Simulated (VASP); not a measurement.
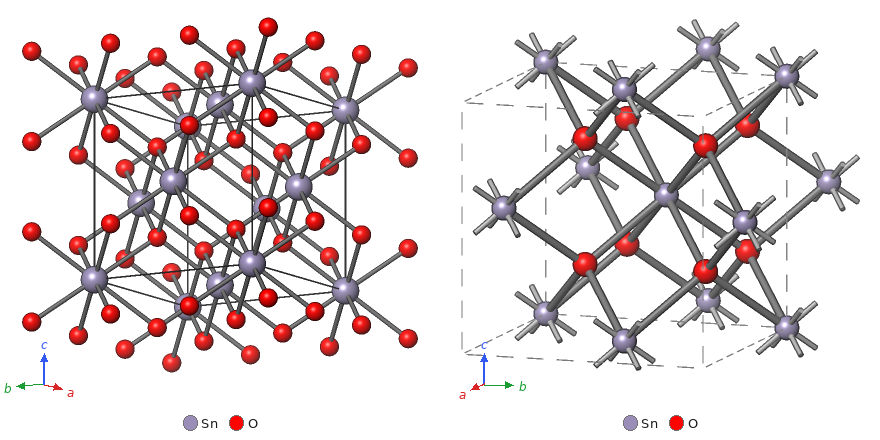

Left: the structure. Right: its underlying net. Nodes are coloured by element. Short stubs are edges that leave the cut-out.

SnO2 (space group Fm-3m, No. 225). Coordinates: coordinates from a relaxation with VASP Kohn-Sham DFT of a periodic cell, r2SCAN, VASP PAW PBE potentials, recommended in VASP 6.6.1.

Bonds are taken as O–Sn below 2.5 Å; no other contact counts. The graph is simplified in the usual way: terminal and isolated atoms are pruned, two-connected atoms become edges.

The result is a binodal (4,8)-connected, three-periodic net: O is a 4-connected node; Sn is an 8-connected node, in the ratio 2:1. It is the flu net, known from fluorite. It is a single net, without interpenetration.

```
node  links  point symbol  coordination sequence
   O      4            4⁶      4 22 24 82 64 182
  Sn      8    4¹²·6¹²·8⁴      8 12 48 42 128 92
```
